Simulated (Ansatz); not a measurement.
## Ge₃Si₁₃: single-point calculation (part 2 of 2)

Ge₃Si₁₃ (Cm, 16 atoms in the cell); DFT PBEsol, spin-orbit coupling, plane waves, PAW (Ansatz 0.2.0); cutoff 420 eV, 6×6×6 k-mesh, Gaussian smearing of 0.02 eV. The structure was built on a prototype by a generator; it need not be a known phase.

Geometry of the input (Å; fractional positions):
```
0.0004  5.4732  5.4727
5.4725  0.0012  5.4720
5.4737  5.4737  0.0000
Ge 0.3765  0.3705  0.3765
Ge 0.3751  0.3749  0.8750
Si 0.3764  0.8763  0.3764
Si 0.3764  0.8763  0.8709
Si 0.8749  0.3749  0.3752
Si 0.8749  0.3749  0.8750
Si 0.8709  0.8763  0.3764
Si 0.8749  0.8752  0.8749
Si 0.2472  0.2473  0.2527
Si 0.2472  0.2473  0.7528
Ge 0.2484  0.7545  0.2486
Si 0.2485  0.7541  0.7487
Si 0.7542  0.2485  0.2487
Si 0.7541  0.2485  0.7487
Si 0.7501  0.7501  0.2499
Si 0.7501  0.7501  0.7499
```

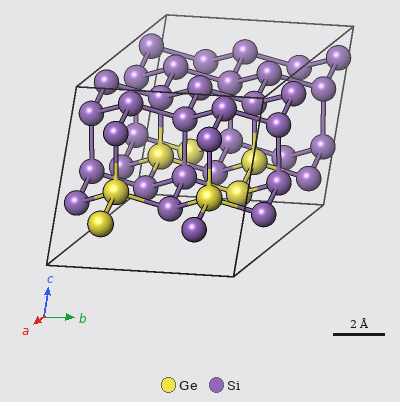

*The structure as given in the input (ball-and-stick view of the cell 2 times as large as that of the calculation, set on its symmetry axes, seen slightly off an axis).*

## The program's output, continued
```
  k-point 0: bands = ["-17.9090", "-17.9090", "-17.8756", "-17.8756", "-17.8748", "-17.8748", "-17.8737", "-17.8737", "-17.8586", "-17.8586", "-17.8526", "-17.8526", "-17.3356", "-17.3356", "-17.3194", "-17.3194", "-17.3019", "-17.3019", "-17.2910", "-17.2910", "-17.2864", "-17.2864", "-17.2854", "-17.2854", "-17.2681", "-17.2681", "-17.2397", "-17.2397", "-17.2261", "-17.2261", "-5.5174", "-5.5174", "-3.4425", "-3.4425", "-3.2638", "-3.2638", "-3.1142", "-3.1142", "-3.0353", "-3.0353", "-1.6491", "-1.6491", "-1.4967", "-1.4967", "-1.4294", "-1.4294", "-1.2433", "-1.2433", "-1.2339", "-1.2339", "-1.2298", "-1.2298", "-0.5465", "-0.5465", "-0.4703", "-0.4703", "-0.3798", "-0.3798", "-0.3440", "-0.3440", "3.7036", "3.7036", "3.7157", "3.7157", "3.7296", "3.7296", "3.7330", "3.7330", "3.7532", "3.7532", "3.7672", "3.7672", "5.2869", "5.2869", "5.3319", "5.3319", "5.3556", "5.3556", "5.3855", "5.3855", "5.4033", "5.4033", "5.4509", "5.4509", "5.4838", "5.4838", "5.5646", "5.5646", "6.5883", "6.5883", "6.6907", "6.6907", "6.7052", "6.7052", "7.0482", "7.0482", "7.1079", "7.1079", "7.2242", "7.2242", "7.3327", "7.3327", "7.3579", "7.3579", "7.3982", "7.3982", "7.7148", "7.7148", "7.8472", "7.8472", "7.9885", "7.9885", "8.0847", "8.0847", "9.1216", "9.1216"]
  k-point 1: bands = ["-17.9090", "-17.9090", "-17.8756", "-17.8756", "-17.8748", "-17.8748", "-17.8737", "-17.8737", "-17.8586", "-17.8586", "-17.8526", "-17.8525", "-17.3356", "-17.3356", "-17.3194", "-17.3194", "-17.3019", "-17.3018", "-17.2910", "-17.2910", "-17.2864", "-17.2863", "-17.2854", "-17.2854", "-17.2682", "-17.2681", "-17.2397", "-17.2397", "-17.2261", "-17.2261", "-5.4281", "-5.4281", "-3.6261", "-3.6258", "-3.2299", "-3.2295", "-3.1599", "-3.1594", "-3.0598", "-3.0593", "-2.0549", "-2.0538", "-1.9975", "-1.9963", "-1.8807", "-1.8803", "-0.8066", "-0.8055", "-0.7415", "-0.7402", "-0.6260", "-0.6250", "-0.3723", "-0.3677", "-0.3530", "-0.3484", "-0.2707", "-0.2701", "0.0785", "0.0800", "3.4015", "3.4051", "3.4095", "3.4135", "3.4157", "3.4205", "3.7992", "3.7992", "3.8110", "3.8113", "3.8247", "3.8250", "4.7539", "4.7608", "4.7887", "4.7960", "4.8023", "4.8042", "5.1856", "5.1863", "5.2093", "5.2137", "5.2363", "5.2408", "5.4532", "5.4534", "5.5373", "5.5376", "5.7197", "5.7205", "6.4826", "6.4841", "6.5531", "6.5534", "7.2437", "7.2462", "7.2619", "7.2622", "7.3794", "7.3820", "7.7504", "7.7525", "7.8841", "7.8858", "7.9661", "7.9693", "8.0445", "8.0459", "8.3918", "8.3940", "8.4400", "8.4419", "8.5379", "8.5398", "9.0670", "9.0677"]
  k-point 2: bands = ["-17.9090", "-17.9090", "-17.8756", "-17.8756", "-17.8748", "-17.8748", "-17.8737", "-17.8737", "-17.8586", "-17.8586", "-17.8526", "-17.8525", "-17.3356", "-17.3355", "-17.3194", "-17.3194", "-17.3019", "-17.3018", "-17.2910", "-17.2910", "-17.2863", "-17.2863", "-17.2854", "-17.2853", "-17.2683", "-17.2682", "-17.2397", "-17.2397", "-17.2261", "-17.2261", "-5.1642", "-5.1642", "-4.1732", "-4.1731", "-3.1306", "-3.1303", "-3.0971", "-3.0968", "-2.9527", "-2.9522", "-2.4959", "-2.4950", "-2.4480", "-2.4471", "-2.3476", "-2.3469", "-0.3223", "-0.3215", "-0.2291", "-0.2279", "-0.1310", "-0.1297", "-0.0247", "-0.0234", "-0.0085", "-0.0077", "0.0208", "0.0226", "1.1814", "1.1823", "2.9462", "2.9501", "2.9516", "2.9553", "2.9573", "2.9635", "3.7665", "3.7726", "3.7776", "3.7820", "3.7861", "3.7888", "4.0227", "4.0229", "4.0344", "4.0350", "4.0514", "4.0521", "4.1545", "4.1556", "4.8064", "4.8065", "4.8200", "4.8216", "4.8418", "4.8439", "5.5922", "5.5923", "5.6594", "5.6595", "6.1661", "6.1667", "6.2359", "6.2362", "7.5520", "7.5534", "7.5682", "7.5685", "7.6742", "7.6759", "8.0847", "8.0852", "8.5125", "8.5132", "8.5335", "8.5339", "8.6359", "8.6367", "8.7204", "8.7211", "9.2567", "9.2585", "9.2777", "9.2838", "9.3283", "9.3328"]
  k-point 67: bands = ["-17.9090", "-17.9090", "-17.8756", "-17.8756", "-17.8748", "-17.8748", "-17.8737", "-17.8737", "-17.8586", "-17.8586", "-17.8526", "-17.8526", "-17.3355", "-17.3355", "-17.3195", "-17.3195", "-17.3019", "-17.3019", "-17.2910", "-17.2910", "-17.2864", "-17.2864", "-17.2854", "-17.2854", "-17.2682", "-17.2682", "-17.2397", "-17.2397", "-17.2261", "-17.2261", "-4.5716", "-4.5716", "-4.3433", "-4.3433", "-3.6753", "-3.6753", "-3.4905", "-3.4905", "-3.3935", "-3.3935", "-3.3202", "-3.3202", "-1.4776", "-1.4776", "-1.2557", "-1.2557", "-1.0907", "-1.0907", "-1.0702", "-1.0702", "0.8181", "0.8181", "0.9201", "0.9201", "1.0659", "1.0659", "1.1332", "1.1332", "2.6992", "2.6992", "2.7089", "2.7089", "2.7381", "2.7381", "2.7677", "2.7677", "2.7844", "2.7844", "2.8001", "2.8001", "2.8349", "2.8349", "2.8623", "2.8623", "2.8846", "2.8846", "3.1018", "3.1018", "4.6301", "4.6301", "4.6790", "4.6790", "4.7211", "4.7211", "4.8110", "4.8110", "5.1805", "5.1805", "5.2556", "5.2556", "5.3468", "5.3468", "5.3935", "5.3935", "7.5683", "7.5683", "7.7452", "7.7452", "8.8363", "8.8363", "8.8957", "8.8957", "9.0020", "9.0020", "9.1002", "9.1002", "9.6731", "9.6731", "9.7227", "9.7227", "10.7943", "10.7943", "10.8464", "10.8464", "10.8938", "10.8938"]
```

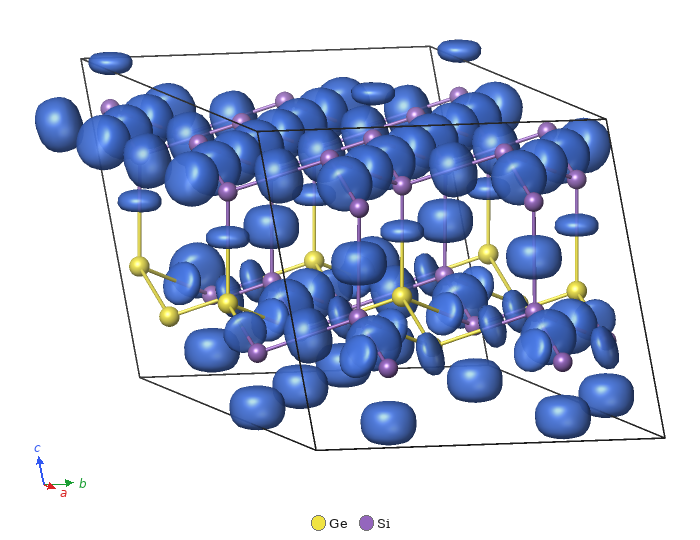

*Isosurface of the ELF at 0.85 (blue), seen slightly off an axis. Core shells and regions of very low density are left out. Sticks mark near contacts. The outline is the cell set on symmetry axes.*

Profiles from the grid: Si–Si (2.34 Å): the ELF peaks at about 0.95 between the atoms (localised, shared-pair bonding). In a PAW calculation such maps are meaningful between the atoms, not at the nuclei.

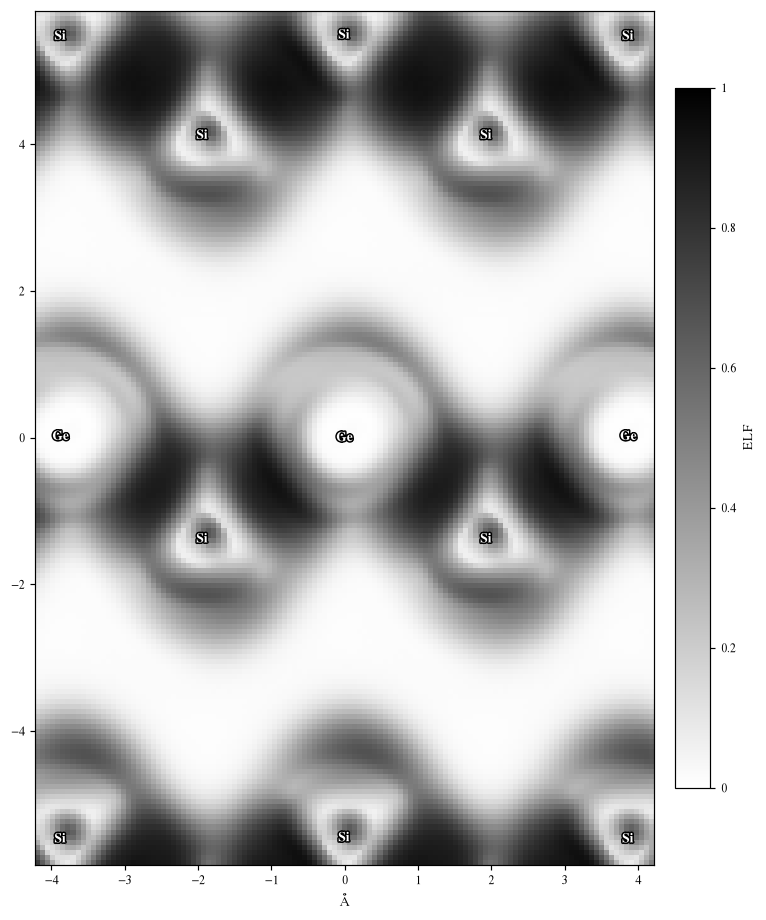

*Electron localisation function on the (101̄) plane of the conventional cell.*

Atoms in the plane: Ge and Si. Si–Si (2.36 Å): the ELF peaks at about 0.95 between the atoms, as expected for localised, shared-pair bonding. Si–Ge (2.38 Å): the ELF peaks at about 0.90 between the atoms, as expected for localised, shared-pair bonding.

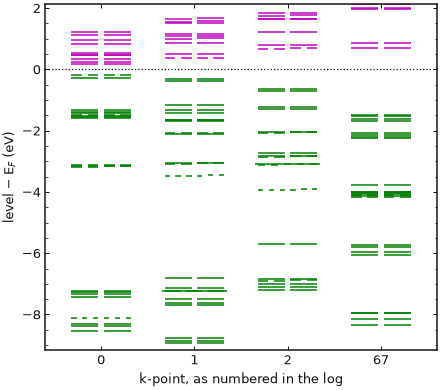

*Kohn–Sham levels near the Fermi level (dotted) at the few k-points that the log prints; levels within 0.02 eV of each other stand side by side.*

Among these points the highest filled and lowest empty levels are 0.34 eV apart, which is the gap on the mesh.

## Results in brief

- outcome: converged
- space group (tolerance 0.01 Å): Cm (8)
- electrons treated: 94
- free energy: −20840.0898 eV
- Fermi energy: 6.877 eV
- gap on the k-point mesh: 0.34 eV
- gap on the band path: 0.34 eV
- net moment of the cell: 0.00 μB
- integrated absolute moment: 0.00 μB
- wall time: 7.7 min (CPU time 30 min)
- peak memory: 5.7 GiB
